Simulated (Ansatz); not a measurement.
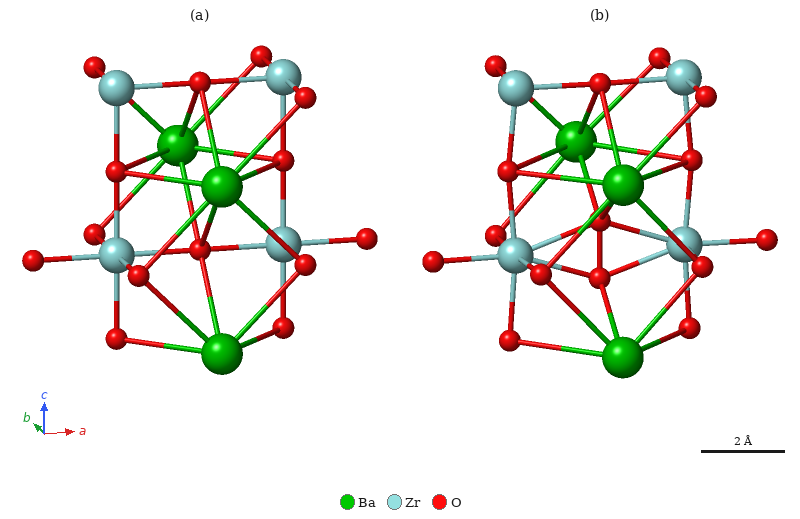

Left: perfect BaZrO₃. Right: the same region with one point defect, after relaxing the atoms in a supercell of 40 sites. A ball-and-stick model of the atoms within 4.6 Å of one point, in a slice 5.0 Å thick across the line of sight, seen slightly off an axis.

Computed with Ansatz 0.2.0, DFT, PBEsol, PAW, plane waves. Set-up: plane-wave cutoff 420 eV; k-point mesh 1 × 1 × 1; mesh shifted by (0.25, 0.25, 0.25); no spin polarisation. Fermi-Dirac smearing of 0.01 eV. The axes drawn are those of the host's conventional cell.

Which defect is it?

Answer. An extra oxygen atom is put between the host's atoms (an interstitial).

The charge state of the cell is 0.

What does the relaxation do around it?

Answer. The O atom starts with 4 O at 2.08 to 2.10 Å, 2 Ba at 2.09 Å around its place and ends with 1 O at 1.45 Å. Of the host's atoms, an oxygen atom moves furthest from its site, by 0.71 Å. The O atom itself moves 1.36 Å from where it was put.

Limits of the set-up: the periodic images lie only 8.4 Å apart, so the values are limited by the cell's size.
